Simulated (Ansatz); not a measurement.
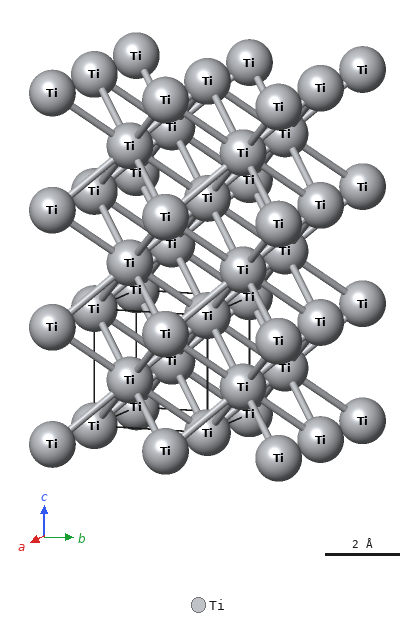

Fig. 1: The structure as given in the input (ball-and-stick view of the cell of the calculation, repeated 2 × 2 × 3, seen slightly off an axis). An atom can appear more than once, as a periodic image.

# Run report: Ti, geometry relaxation (part 1 of 2)

Ti (I4/mmm, 2 atoms in the cell), computed with DFT r2SCAN, scalar-relativistic, plane waves, PAW, no spin polarisation (Ansatz 0.2.0).

The structure derives from an entry of the Crystallography Open Database. It belongs to a series of runs on one base structure; here: biaxial strain in the a-b plane, c and atoms relaxed: +1.0 %.

The input
```yaml
crystal:
  lattice:
    - [3.2843076419, 0.0, 0.0]
    - [0.0, 3.2843076419, 0.0]
    - [0.0, 0.0, 3.232279006]
  atoms:
    - { symbol: Ti, position: [0.0, 0.0, 0.0] }
    - { symbol: Ti, position: [0.5, 0.5, 0.5] }
basis:
  ecutwfc: 500
kpoints:
  mp_grid: { grid: [16, 16, 16] }
hamiltonian:
  xc: r2scan
scf:
  occupations: { method: gaussian, width: 0.1 }
output:
  forces: true
  stress: true
  eigenvalues: true
  write_density: true
  write_potential: true
  elf: true
  volumetric_format: npy
relax:
  adjacent_minimum: "off"
  f_tol: 0.008
  max_steps: 40
  cell: { stress_tol: 0.015, fix: [a, b, gamma] }
```

Machine: 1 thread of Intel Xeon @ 2.50GHz (Skylake/Cascade Lake), 189 GiB of memory available, shared host.

Launch command:
```bash
ansatz run input.yaml --threads 1 --pin off --max-ram 2560MiB --backend cpu --events-out ev --progress --plain --runs-dir out
```

What the program printed
```
Engine: ansatz 0.2.0, x86_64-unknown-linux-gnu
Pseudopotentials: kind: paw
Pseudopotential: Ti, paw, valence charge 12, recommended cutoff 500 eV (meta_gga), Ti.paw.azcp
Functional definition: r2SCAN
  parameter k0 = 0.174
  parameter k1 = 0.065
  parameter a1 = 4.9479
  exchange = r2scan_x(k0 = k0, k1 = k1, a1 = a1)
  correlation = r2scan_c
Crystal: 2 atoms, lattice volume = 34.866 Å³
Basis set: ecut = 500 eV, 895 PW (Γ), exchange–correlation on 96×96×96 points (64 copies of the dense FFT grid, shifted against one another)
Bands: 16, of which v1, the nominal top of the filled ones, is band 12 counted from 1 (11 counted from 0)
Symmetry: 32 space group operations
Space group: I4/mmm (ITA 139), of the structure as read, at distance tolerance 3.3e-5 Å
k-points: 405 of 4096
Non-local potential: Ti, projectors of the file, l = 0: 3, l = 1: 2, l = 2: 3, l = 3: 1
PAW form: soft (Blöchl's): semilocal exchange-correlation on the pseudo side does not see the compensation charge
PAW frozen core: Ti, regenerated for the run's functional (the file was generated under x = pbe(κ = 0.804, μ = 0.2195149727645171), c = pbe(β = 0.06672455060314922))
PAW one-centre angular grid: Ti, 590 points (default); XC on 160 Gauss nodes
Initial density: superposition of atomic densities (neutral atoms: chi_scale 0, normalization atom), corrected by the library's trained network
Initial wavefunctions: pseudopotential atomic-orbital guess
Functional: x = r2scan, c = r2scan; τ floored in thin density (d = 2e-4 eV/Å³)
SCF iter   1: F=—  HF=-5008.435891 eV  |F-HF|=—  |Δ(HF+E_count)|=         —  Δρ=1.47e-2  dr2=6.52e-2  dr2_τ=1.31e-2  ethr=1.77e-3  ⟨swp⟩=3.4  Hψ=27838  notcnv=0
preconditioner: auto → none  [metal: Δε(μ)=0.002 eV  Ē_g=3.167 eV  σ=0.100 eV  W_gap=0.01  n_scr=6 (ndim 8)  ℏωp=17.8 eV  f_vac=0.000  D(μ)=4.41/eV (n_scr^D=80)  sad-step TF]
SCF iter   2: F=—  HF=-5008.475542 eV  |F-HF|=—  |Δ(HF+E_count)|=   3.97e-2  Δρ=4.72e-3  dr2=6.74e-3  dr2_τ=6.43e-4  ethr=2.72e-4  ⟨swp⟩=2.3  Hψ=14713  notcnv=0  defer=80
SCF iter   3: F=—  HF=-5008.475951 eV  |F-HF|=—  |Δ(HF+E_count)|=   4.10e-4  Δρ=1.36e-3  dr2=2.65e-4  dr2_τ=8.77e-5  ethr=2.81e-5  ⟨swp⟩=3.0  Hψ=11928  notcnv=0  defer=80
SCF iter   4: F=—  HF=-5008.476374 eV  |F-HF|=—  |Δ(HF+E_count)|=   4.23e-4  Δρ=4.51e-4  dr2=3.45e-5  dr2_τ=3.41e-6  ethr=1.10e-6  ⟨swp⟩=2.0  Hψ=10422  notcnv=0  defer=80
SCF iter   5: F=—  HF=-5008.476422 eV  |F-HF|=—  |Δ(HF+E_count)|=   4.72e-5  Δρ=4.87e-5  dr2=5.37e-7  dr2_τ=1.64e-8  ethr=1.44e-7  ⟨swp⟩=2.5  Hψ=11176  notcnv=0  defer=80
SCF iter   6: F=-5008.476422 eV  HF=-5008.476422 eV  |F-HF|=8.31e-9  |Δ(HF+E_count)|=   2.53e-7  Δρ=9.88e-6  dr2=2.85e-8  dr2_τ=5.44e-10  ethr=4.17e-10  ⟨swp⟩=8.4  Hψ=39934  notcnv=0
SCF 1 converged in 6 iterations: F = -5008.476422 eV  dr2 = 2.85e-8
  greatest PAW one-centre occupation: 1.000 electrons in one spin orbital (limit 2), on the Ti atom at site 1 (counted from 0), in its partial waves of l = 1
relax step   1: F+E_penalty+E_count = -5008.47642183 eV  Δ(F+E_penalty+E_count) = +0.000e0 eV  max|allowed force component| = 5.547e-30 eV/Å  Δτ_max = 0.0000 Å  P = -1.475 GPa  Ω = 34.866 Å³  fix = [a, b, gamma]  reactions: a -1.249, b -1.249 GPa  (6 SCF iters, dr2 threshold 1.00e-7 eV, accepted)
Crystal: 2 atoms, lattice volume = 34.168 Å³
Basis set: ecut = 500 eV, 871 PW (Γ), exchange–correlation on 96×96×96 points (64 copies of the dense FFT grid, shifted against one another)
Initial density: handed on by an earlier stage of this run
Initial wavefunctions: those handed on with the density
iter 1 solved again at ethr=1.01e-6 eV; its pass at ethr=3.10e-3 eV (dr2=2.42e-4 eV) is discarded
SCF iter   1: F=—  HF=-5008.460389 eV  |F-HF|=—  |Δ(HF+E_count)|=         —  Δρ=1.38e-3  dr2=2.48e-4  dr2_τ=1.03e-2  ethr=1.01e-6  ⟨swp⟩=1.9  Hψ=45111  notcnv=0
preconditioner: auto → none  [metal: Δε(μ)=0.000 eV  Ē_g=3.141 eV  σ=0.100 eV  W_gap=0.00  n_scr=6 (ndim 8)  ℏωp=18.0 eV  f_vac=0.000  D(μ)=4.27/eV (n_scr^D=72)]
SCF iter   2: F=—  HF=-5008.481472 eV  |F-HF|=—  |Δ(HF+E_count)|=   2.11e-2  Δρ=1.12e-3  dr2=1.54e-4  dr2_τ=1.40e-5  ethr=1.01e-6  ⟨swp⟩=2.1  Hψ=11616  notcnv=0
SCF iter   3: F=—  HF=-5008.481585 eV  |F-HF|=—  |Δ(HF+E_count)|=   1.13e-4  Δρ=5.72e-4  dr2=3.78e-5  dr2_τ=1.32e-6  ethr=6.42e-7  ⟨swp⟩=2.7  Hψ=10866  notcnv=0
SCF iter   4: F=—  HF=-5008.481632 eV  |F-HF|=—  |Δ(HF+E_count)|=   4.64e-5  Δρ=9.85e-5  dr2=3.41e-6  dr2_τ=2.39e-7  ethr=1.57e-7  ⟨swp⟩=2.2  Hψ=11203  notcnv=0
SCF iter   5: F=—  HF=-5008.481631 eV  |F-HF|=—  |Δ(HF+E_count)|=   4.06e-7  Δρ=3.32e-5  dr2=2.44e-7  dr2_τ=1.61e-8  ethr=1.42e-8  ⟨swp⟩=2.4  Hψ=10983  notcnv=0
SCF iter   6: F=-5008.481631 eV  HF=-5008.481631 eV  |F-HF|=1.19e-8  |Δ(HF+E_count)|=   4.40e-8  Δρ=1.16e-5  dr2=3.06e-8  dr2_τ=1.58e-9  ethr=8.33e-10  ⟨swp⟩=7.2  Hψ=37033  notcnv=0
SCF 2 converged in 6 iterations: F = -5008.481631 eV  dr2 = 3.06e-8
relax step   2: F+E_penalty+E_count = -5008.48163134 eV  Δ(F+E_penalty+E_count) = -5.210e-3 eV  max|allowed force component| = 2.712e-30 eV/Å  Δτ_max = 0.0000 Å  P = +0.780 GPa  Ω = 34.168 Å³  energy of the carried Pulay correction = +3.770e-4 eV  fix = [a, b, gamma]  reactions: a +1.303, b +1.303 GPa  (6 SCF iters, dr2 threshold 2.00e-7 eV, accepted)
Crystal: 2 atoms, lattice volume = 34.056 Å³
iter 1 solved again at ethr=2.48e-8 eV; its pass at ethr=3.10e-3 eV (dr2=5.94e-6 eV) is discarded
SCF iter   1: F=—  HF=-5008.481249 eV  |F-HF|=—  |Δ(HF+E_count)|=         —  Δρ=2.41e-4  dr2=8.54e-6  dr2_τ=2.78e-4  ethr=2.48e-8  ⟨swp⟩=3.0  Hψ=43626  notcnv=0
preconditioner: auto → none  [metal: Δε(μ)=0.003 eV  Ē_g=3.144 eV  σ=0.100 eV  W_gap=0.02  n_scr=6 (ndim 8)  ℏωp=18.0 eV  f_vac=0.000  D(μ)=4.27/eV (n_scr^D=72)]
SCF iter   2: F=—  HF=-5008.481778 eV  |F-HF|=—  |Δ(HF+E_count)|=   5.28e-4  Δρ=1.88e-4  dr2=4.39e-6  dr2_τ=4.02e-7  ethr=2.48e-8  ⟨swp⟩=2.1  Hψ=11628  notcnv=0
SCF iter   3: F=—  HF=-5008.481780 eV  |F-HF|=—  |Δ(HF+E_count)|=   2.53e-6  Δρ=9.83e-5  dr2=1.10e-6  dr2_τ=4.05e-8  ethr=1.83e-8  ⟨swp⟩=2.7  Hψ=10510  notcnv=0
SCF iter   4: F=—  HF=-5008.481781 eV  |F-HF|=—  |Δ(HF+E_count)|=   1.31e-6  Δρ=2.71e-5  dr2=2.47e-7  dr2_τ=1.76e-8  ethr=4.60e-9  ⟨swp⟩=2.0  Hψ=11304  notcnv=0
SCF iter   5: F=-5008.481781 eV  HF=-5008.481781 eV  |F-HF|=3.75e-9  |Δ(HF+E_count)|=   4.52e-8  Δρ=7.78e-6  dr2=1.29e-8  dr2_τ=7.17e-10  ethr=7.46e-10  ⟨swp⟩=7.2  Hψ=36893  notcnv=0
SCF 3 converged in 5 iterations: F = -5008.481781 eV  dr2 = 1.29e-8
relax step   3: F+E_penalty+E_count = -5008.48178134 eV  Δ(F+E_penalty+E_count) = -1.500e-4 eV  max|allowed force component| = 5.719e-30 eV/Å  Δτ_max = 0.0000 Å  P = +1.167 GPa  Ω = 34.056 Å³  energy of the carried Pulay correction = +4.391e-4 eV  fix = [a, b, gamma]  reactions: a +1.742, b +1.742 GPa  (5 SCF iters, dr2 threshold 1.79e-7 eV, accepted)
Crystal: 2 atoms, lattice volume = 34.062 Å³
iter 1 solved again at ethr=9.24e-11 eV; its pass at ethr=3.10e-3 eV (dr2=2.22e-8 eV) is discarded
SCF iter   1: F=—  HF=-5008.481776 eV  |F-HF|=—  |Δ(HF+E_count)|=         —  Δρ=1.35e-5  dr2=1.79e-8  dr2_τ=9.39e-7  ethr=9.24e-11  ⟨swp⟩=2.9  Hψ=42426  notcnv=0
preconditioner: auto → none  [metal: Δε(μ)=0.001 eV  Ē_g=3.143 eV  σ=0.100 eV  W_gap=0.00  n_scr=6 (ndim 8)  ℏωp=18.0 eV  f_vac=0.000  D(μ)=4.28/eV (n_scr^D=72)]
SCF iter   2: F=—  HF=-5008.481778 eV  |F-HF|=—  |Δ(HF+E_count)|=   1.92e-6  Δρ=1.24e-5  dr2=2.29e-8  dr2_τ=1.04e-9  ethr=7.44e-11  ⟨swp⟩=2.3  Hψ=11708  notcnv=0
SCF iter   3: F=—  HF=-5008.481778 eV  |F-HF|=—  |Δ(HF+E_count)|=   1.12e-8  Δρ=4.61e-6  dr2=2.79e-9  dr2_τ=1.39e-10  ethr=7.44e-11  ⟨swp⟩=2.9  Hψ=11755  notcnv=0
SCF iter   4: F=-5008.481778 eV  HF=-5008.481778 eV  |F-HF|=2.69e-10  |Δ(HF+E_count)|=   3.71e-9  Δρ=1.04e-6  dr2=3.46e-10  dr2_τ=1.89e-11  ethr=2.83e-12  ⟨swp⟩=4.0  Hψ=31533  notcnv=0
SCF 4 converged in 4 iterations: F = -5008.481778 eV  dr2 = 3.46e-10
relax step   4: F+E_penalty+E_count = -5008.48177808 eV  Δ(F+E_penalty+E_count) = +3.256e-6 eV  max|allowed force component| = 2.150e-29 eV/Å  Δτ_max = 0.0000 Å  P = +1.144 GPa  Ω = 34.062 Å³  energy of the carried Pulay correction = +4.355e-4 eV  fix = [a, b, gamma]  reactions: a +1.716, b +1.716 GPa  (4 SCF iters, dr2 threshold 6.79e-10 eV, accepted)
Initial wavefunctions: pseudopotential atomic-orbital guess (no wavefunctions were taken with the density)
iter 1 solved again at ethr=9.62e-10 eV; its pass at ethr=3.10e-3 eV (dr2=2.31e-7 eV) is discarded
SCF iter   1: F=—  HF=-5008.481381 eV  |F-HF|=—  |Δ(HF+E_count)|=         —  Δρ=6.78e-5  dr2=1.62e-7  dr2_τ=2.05e-6  ethr=9.62e-10  ⟨swp⟩=2.9  Hψ=44495  notcnv=0
preconditioner: auto → none  [metal: Δε(μ)=0.001 eV  Ē_g=3.143 eV  σ=0.100 eV  W_gap=0.01  n_scr=6 (ndim 8)  ℏωp=18.0 eV  f_vac=0.000  D(μ)=4.28/eV (n_scr^D=72)]
SCF iter   2: F=—  HF=-5008.481382 eV  |F-HF|=—  |Δ(HF+E_count)|=   5.53e-7  Δρ=3.38e-5  dr2=5.43e-8  dr2_τ=7.70e-8  ethr=6.73e-10  ⟨swp⟩=2.1  Hψ=10256  notcnv=0
SCF iter   3: F=—  HF=-5008.481382 eV  |F-HF|=—  |Δ(HF+E_count)|=   1.22e-7  Δρ=1.11e-5  dr2=3.98e-8  dr2_τ=1.84e-9  ethr=2.26e-10  ⟨swp⟩=2.0  Hψ=10448  notcnv=0
SCF iter   4: F=—  HF=-5008.481382 eV  |F-HF|=—  |Δ(HF+E_count)|=   1.13e-8  Δρ=1.79e-6  dr2=8.07e-10  dr2_τ=1.12e-10  ethr=1.66e-10  ⟨swp⟩=3.0  Hψ=11895  notcnv=0
SCF iter   5: F=—  HF=-5008.481382 eV  |F-HF|=—  |Δ(HF+E_count)|=  4.34e-10  Δρ=7.36e-7  dr2=8.92e-11  dr2_τ=2.71e-11  ethr=3.36e-12  ⟨swp⟩=2.7  Hψ=10600  notcnv=0
SCF iter   6: F=-5008.481382 eV  HF=-5008.481382 eV  |F-HF|=3.64e-12  |Δ(HF+E_count)|=  8.28e-11  Δρ=3.42e-8  dr2=4.23e-13  dr2_τ=1.87e-14  ethr=1.00e-12  ⟨swp⟩=2.9  Hψ=26066  notcnv=0
SCF 5 converged in 6 iterations: F = -5008.481382 eV  dr2 = 4.23e-13
relax step   5: F+E_penalty+E_count = -5008.48138168 eV  Δ(F+E_penalty+E_count) = +3.964e-4 eV  max|allowed force component| = 2.189e-29 eV/Å  Δτ_max = 0.0000 Å  P = +1.132 GPa  Ω = 34.062 Å³  fix = [a, b, gamma]  reactions: a +1.706, b +1.706 GPa  stress off target by 1.62e-2 GPa on what of the cell is left free  SCF on the basis re-selected at this cell (its energy is not comparable with the rows above)  (6 SCF iters)
basis re-selected at this cell: Δ(F+E_penalty+E_count) = +3.964e-4 eV, ΔP = -0.012 GPa vs the last step (what re-selecting the basis moved, of the pressure what is left beyond the Pulay correction that the steps carried, after the strain that the cell walked since its last selection, with what the two solves' SCF thresholds leave and, on support functions, any second-order correction that the steps lacked; it is no measure of the basis error at this ecutwfc). This SCF's stress stands 1.62e-2 GPa from its target on what of the cell is left free (relax.cell.stress_tol is 1.50e-2 GPa) and its largest allowed force component is 2.19e-29 eV/Å (relax.f_tol is 8.00e-3 eV/Å): not within both, so this SCF does not close the relaxation
iter 1 solved again at ethr=8.32e-11 eV; its pass at ethr=3.10e-3 eV (dr2=2.00e-8 eV) is discarded
SCF iter   1: F=—  HF=-5008.481384 eV  |F-HF|=—  |Δ(HF+E_count)|=         —  Δρ=1.39e-5  dr2=2.82e-8  dr2_τ=9.50e-7  ethr=8.32e-11  ⟨swp⟩=2.9  Hψ=42761  notcnv=0
preconditioner: auto → none  [metal: Δε(μ)=0.002 eV  Ē_g=3.143 eV  σ=0.100 eV  W_gap=0.01  n_scr=6 (ndim 8)  ℏωp=18.0 eV  f_vac=0.000  D(μ)=4.28/eV (n_scr^D=72)]
SCF iter   2: F=—  HF=-5008.481385 eV  |F-HF|=—  |Δ(HF+E_count)|=   1.79e-6  Δρ=1.12e-5  dr2=1.60e-8  dr2_τ=1.36e-9  ethr=8.32e-11  ⟨swp⟩=2.1  Hψ=11636  notcnv=0
SCF iter   3: F=—  HF=-5008.481385 eV  |F-HF|=—  |Δ(HF+E_count)|=   8.80e-9  Δρ=5.77e-6  dr2=3.89e-9  dr2_τ=1.49e-10  ethr=6.66e-11  ⟨swp⟩=2.7  Hψ=10526  notcnv=0
SCF iter   4: F=—  HF=-5008.481385 eV  |F-HF|=—  |Δ(HF+E_count)|=   4.57e-9  Δρ=1.65e-6  dr2=9.02e-10  dr2_τ=6.35e-11  ethr=1.62e-11  ⟨swp⟩=2.0  Hψ=11317  notcnv=0
SCF iter   5: F=-5008.481385 eV  HF=-5008.481385 eV  |F-HF|=1.82e-11  |Δ(HF+E_count)|=  1.46e-10  Δρ=4.87e-7  dr2=5.15e-11  dr2_τ=2.72e-12  ethr=2.75e-12  ⟨swp⟩=5.0  Hψ=26776  notcnv=0
SCF 6 converged in 5 iterations: F = -5008.481385 eV  dr2 = 5.15e-11
relax step   6: F+E_penalty+E_count = -5008.48138534 eV  Δ(F+E_penalty+E_count) = -3.665e-6 eV  max|allowed force component| = 1.874e-30 eV/Å  Δτ_max = 0.0000 Å  P = +1.154 GPa  Ω = 34.056 Å³  energy of the carried Pulay correction = +3.341e-6 eV  fix = [a, b, gamma]  reactions: a +1.731, b +1.731 GPa  (5 SCF iters, dr2 threshold 6.60e-10 eV, accepted)
iter 1 solved again at ethr=4.84e-11 eV; its pass at ethr=3.10e-3 eV (dr2=1.16e-8 eV) is discarded
SCF iter   1: F=—  HF=-5008.481381 eV  |F-HF|=—  |Δ(HF+E_count)|=         —  Δρ=7.84e-7  dr2=6.26e-11  dr2_τ=1.65e-10  ethr=4.84e-11  ⟨swp⟩=3.2  Hψ=48915  notcnv=0
SCF iter   2: F=—  HF=-5008.481381 eV  |F-HF|=—  |Δ(HF+E_count)|=  6.55e-11  Δρ=3.75e-7  dr2=1.21e-11  dr2_τ=9.14e-12  ethr=1.00e-12  ⟨swp⟩=1.0  Hψ=6487  notcnv=0
SCF iter   3: F=-5008.481381 eV  HF=-5008.481381 eV  |F-HF|=9.09e-13  |Δ(HF+E_count)|=  1.46e-11  Δρ=7.36e-8  dr2=8.40e-13  dr2_τ=3.30e-13  ethr=1.00e-12  ⟨swp⟩=3.1  Hψ=24487  notcnv=0
SCF 7 converged in 3 iterations: F = -5008.481381 eV  dr2 = 8.40e-13
relax step   7: F+E_penalty+E_count = -5008.48138131 eV  Δ(F+E_penalty+E_count) = +4.029e-6 eV  max|allowed force component| = 1.755e-29 eV/Å  Δτ_max = 0.0000 Å  P = +1.154 GPa  Ω = 34.056 Å³  fix = [a, b, gamma]  reactions: a +1.731, b +1.731 GPa  stress off target by 2.50e-4 GPa on what of the cell is left free  SCF on the basis re-selected at this cell (its energy is not comparable with the rows above)  (3 SCF iters)
```
